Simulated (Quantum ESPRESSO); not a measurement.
## CaO (Lime): a mode Grüneisen parameter, worked out

Wanted: a fit of frequency against volume for CaO (Lime), tested on a run that is left out of it.

Method: DFT LDA, scalar-relativistic, plane waves, JTH PAW pseudopotentials, in Quantum ESPRESSO 7.5.

### 1. The relaxed structure

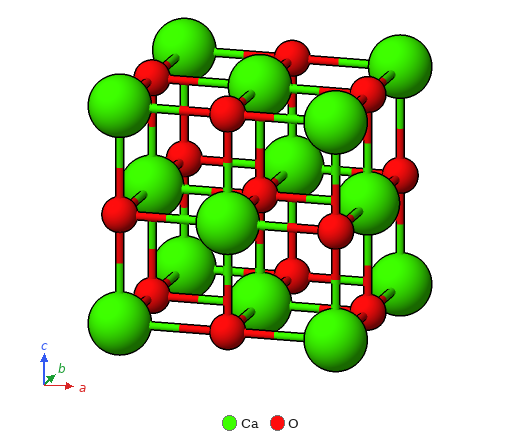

The starting structure, seen slightly off an axis (calcium green, oxygen red). This picture shows the conventional cell, with its axes. Some periodic images of atoms are drawn too.

This is the cell after its relaxation at this level of theory, not the database cell from which that began.

### 2. Runs at several volumes

The relaxed cell is scaled uniformly; in this structure symmetry fixes all atoms, so nothing has to be relaxed anew. Each volume gets a ground state and a response at Γ. The mode followed is the highest one without the macroscopic field, of symmetry T1u; longitudinal polar modes lie higher. Cutoff 60 Ry, k mesh 8×8×8.

From the response at V/V₀ = 0.94:

Log:

```text
[banners, grids, parts of the stress and lines that vanish by symmetry left out]
Program PHONON v.7.5
     Reading xml data from directory:

[...]
Exchange-correlation= PW
                           (   1   4   0   0   0   0   0)
[...]
kinetic-energy cut-off    =      60.0000  Ry
     charge density cut-off    =     480.0000  Ry
     convergence threshold     =      1.0E-18
[...]
Exchange-correlation= PW
                           (   1   4   0   0   0   0   0)
[...]
q = (   0.0000000   0.0000000   0.0000000 )
     49 Sym.Ops. (with q -> -q+G )
     G cutoff =  923.2580  (  29603 G-vectors)     FFT grid: ( 45, 45, 45)
     G cutoff =  461.6290  (  10417 G-vectors)  smooth grid: ( 32, 32, 32)
     number of k points=    29
[...]
Mode symmetry, O_h (m-3m)  point group:
[...]
Dielectric constant
[...]
End of electric fields calculation
          Dielectric constant in cartesian axis
          (       3.929799533       0.000000000       0.000000000 )
          (       0.000000000       3.929799533      -0.000000000 )
          (       0.000000000      -0.000000000       3.929799533 )
          Effective charges (d Force / dE) in cartesian axis without acoustic sum rule applied (asr)
           atom    1  Ca    Mean Z*:        2.40368
      Ex  (        2.40368       -0.00000       -0.00000 )
      Ey  (       -0.00000        2.40368        0.00000 )
      Ez  (       -0.00000        0.00000        2.40368 )
           atom    2  O     Mean Z*:       -2.39901
      Ex  (       -2.39901       -0.00000       -0.00000 )
      Ey  (       -0.00000       -2.39901        0.00000 )
      Ez  (       -0.00000        0.00000       -2.39901 )
          Effective charges Sum: Mean:        0.00468
[...]
Effective charges (d Force / dE) in cartesian axis with asr applied:
           atom    1  Ca    Mean Z*:        2.40135
[...]
atom    2  O     Mean Z*:       -2.40135
[...]
Representation #   1 modes #   1   2   3
[...]
End of self-consistent calculation
     Convergence has been achieved
     Representation #   2 modes #   4   5   6
[...]
End of self-consistent calculation
     Convergence has been achieved
[...]
Dielectric constant in cartesian axis
          (       3.929799533       0.000000000       0.000000000 )
          (       0.000000000       3.929799533      -0.000000000 )
          (       0.000000000      -0.000000000       3.929799533 )
          Effective charges (d Force / dE) in cartesian axis without acoustic sum rule applied (asr)
           atom    1  Ca    Mean Z*:        2.40368
      Ex  (        2.40368       -0.00000       -0.00000 )
      Ey  (       -0.00000        2.40368        0.00000 )
      Ez  (       -0.00000        0.00000        2.40368 )
           atom    2  O     Mean Z*:       -2.39901
      Ex  (       -2.39901       -0.00000       -0.00000 )
      Ey  (       -0.00000       -2.39901        0.00000 )
      Ez  (       -0.00000        0.00000       -2.39901 )
          Effective charges Sum: Mean:        0.00468
[...]
Effective charges (d Force / dE) in cartesian axis with asr applied:
           atom    1  Ca    Mean Z*:        2.40135
[...]
atom    2  O     Mean Z*:       -2.40135
[...]
q = (    0.000000000   0.000000000   0.000000000 )
[...]
freq (    1) =      -0.059787 [THz] =      -1.994270 [cm-1]
     freq (    2) =      -0.059787 [THz] =      -1.994270 [cm-1]
     freq (    3) =      -0.059787 [THz] =      -1.994270 [cm-1]
     freq (    4) =      10.067350 [THz] =     335.810661 [cm-1]
     freq (    5) =      10.067350 [THz] =     335.810661 [cm-1]
     freq (    6) =      10.067350 [THz] =     335.810661 [cm-1]
[...]
Mode symmetry, O_h (m-3m)  point group:
     freq (   1-   3) =         -2.0  [cm-1]   --> T_1u G_15  G_4- I
     freq (   4-   6) =        335.8  [cm-1]   --> T_1u G_15  G_4- I

   JOB DONE.
```

One volume, V/V₀ = 0.97, is held back as a test.

```tsv
V/V₀	volume (Å³/atom)	pressure (GPa)	ω (cm⁻¹)
0.94	12.257	8.77	335.81
0.97	12.648	3.84	held back
1	13.039	-0.35	290.62
1.03	13.430	-3.91	268.81
1.06	13.821	-6.94	247.43
```

### 3. The fit

The mode Grüneisen parameter is γ = −d ln ω / d ln V.

```tsv
ln(V/V₀)	ln ω
-0.0619	5.8165
0.0000	5.6720
0.0296	5.5940
0.0583	5.5111
```

A straight line through these points has the slope -2.524, so γ = 2.52; at V/V₀ = 0.97 it predicts ω = exp(5.6648 + 0.0769) = 311.58 cm⁻¹.

A parabola of pressure against ln V through V/V₀ = 0.97, 1 and 1.03 gives the bulk modulus B = −dP/d ln V = 129 GPa at V₀. With ω₀ from the fitted line the pressure coefficient follows as dω/dP = γ ω₀ / B = 2.52 × 288.5 / 129 = 5.65 cm⁻¹/GPa.

### 4. The run that was held back

Log:

```text
[banners, grids, parts of the stress and lines that vanish by symmetry left out]
[banner, memory and clock lines left out]
Program PHONON v.7.5

[...]
Exchange-correlation= PW
                           (   1   4   0   0   0   0   0)
[...]
kinetic-energy cut-off    =      60.0000  Ry
     charge density cut-off    =     480.0000  Ry
     convergence threshold     =      1.0E-18
[...]
Exchange-correlation= PW
                           (   1   4   0   0   0   0   0)
[...]
q = (   0.0000000   0.0000000   0.0000000 )
     49 Sym.Ops. (with q -> -q+G )
     G cutoff =  942.7988  (  30395 G-vectors)     FFT grid: ( 45, 45, 45)
     G cutoff =  471.3994  (  10777 G-vectors)  smooth grid: ( 32, 32, 32)
     number of k points=    29
[...]
Mode symmetry, O_h (m-3m)  point group:
[...]
Dielectric constant
[...]
End of electric fields calculation
          Dielectric constant in cartesian axis
          (       3.900916345       0.000000000      -0.000000000 )
          (      -0.000000000       3.900916345       0.000000000 )
          (      -0.000000000       0.000000000       3.900916345 )
          Effective charges (d Force / dE) in cartesian axis without acoustic sum rule applied (asr)
           atom    1  Ca    Mean Z*:        2.38775
      Ex  (        2.38775       -0.00000       -0.00000 )
      Ey  (       -0.00000        2.38775        0.00000 )
      Ez  (       -0.00000        0.00000        2.38775 )
           atom    2  O     Mean Z*:       -2.38302
      Ex  (       -2.38302       -0.00000        0.00000 )
[...]
Representation #   1 modes #   1   2   3
[...]
End of self-consistent calculation
     Convergence has been achieved
     Representation #   2 modes #   4   5   6
[...]
End of self-consistent calculation
     Convergence has been achieved
[...]
Dielectric constant in cartesian axis
          (       3.900916345       0.000000000      -0.000000000 )
          (      -0.000000000       3.900916345       0.000000000 )
          (      -0.000000000       0.000000000       3.900916345 )
          Effective charges (d Force / dE) in cartesian axis without acoustic sum rule applied (asr)
           atom    1  Ca    Mean Z*:        2.38775
      Ex  (        2.38775       -0.00000       -0.00000 )
      Ey  (       -0.00000        2.38775        0.00000 )
      Ez  (       -0.00000        0.00000        2.38775 )
           atom    2  O     Mean Z*:       -2.38302
      Ex  (       -2.38302       -0.00000        0.00000 )
      Ey  (       -0.00000       -2.38302        0.00000 )
      Ez  (        0.00000        0.00000       -2.38302 )
          Effective charges Sum: Mean:        0.00474
[...]
Effective charges (d Force / dE) in cartesian axis with asr applied:
           atom    1  Ca    Mean Z*:        2.38538
[...]
atom    2  O     Mean Z*:       -2.38538
[...]
q = (    0.000000000   0.000000000   0.000000000 )
[...]
freq (    1) =      -0.043066 [THz] =      -1.436522 [cm-1]
     freq (    2) =      -0.043066 [THz] =      -1.436522 [cm-1]
     freq (    3) =      -0.043066 [THz] =      -1.436522 [cm-1]
     freq (    4) =       9.380914 [THz] =     312.913593 [cm-1]
     freq (    5) =       9.380914 [THz] =     312.913593 [cm-1]
     freq (    6) =       9.380914 [THz] =     312.913593 [cm-1]
[...]
Mode symmetry, O_h (m-3m)  point group:
     freq (   1-   3) =         -1.4  [cm-1]   --> T_1u G_15  G_4- I
     freq (   4-   6) =        312.9  [cm-1]   --> T_1u G_15  G_4- I
```

It gives 312.91 cm⁻¹ against the predicted 311.58 cm⁻¹, a miss of 1 cm⁻¹.

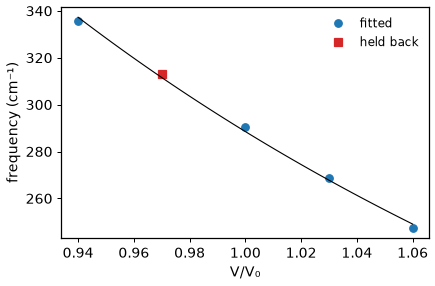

Frequency against volume, with the power-law fit.

### 5. What came out

| Property | Result |
| --- | --- |
| mode Grüneisen parameter | 2.524 |
| bulk modulus | 129 GPa |
| pressure coefficient | 5.65 cm⁻¹/GPa |

What this shows: The highest optical mode of CaO (Lime) without the LO-TO term stiffens by 5.65 cm⁻¹ a GPa near the relaxed volume, with γ = 2.52. The power law meets all 5 runs within 0.72 %; between neighbouring volumes γ runs from 2.25 to 2.89. Such a coefficient turns a measured shift of this mode into a hydrostatic stress; uniaxial or biaxial stress splits the mode and needs deformation potentials. These are harmonic values at zero temperature for the structure held cubic, which a run at Γ can't show to be stable; the bulk modulus rests on three points.

[Host names and launcher messages were left out of these logs when they were recorded.]

[Logs are printed without paths, hosts, clocks, repeated set-up lines and the standing remarks that a program may print on its own settings, such as how far it seeks lower states.]

[Hosts, paths, dates, database ids (printed as entryN), source tags and the programs' standing remarks are cut or masked in the printed files.]
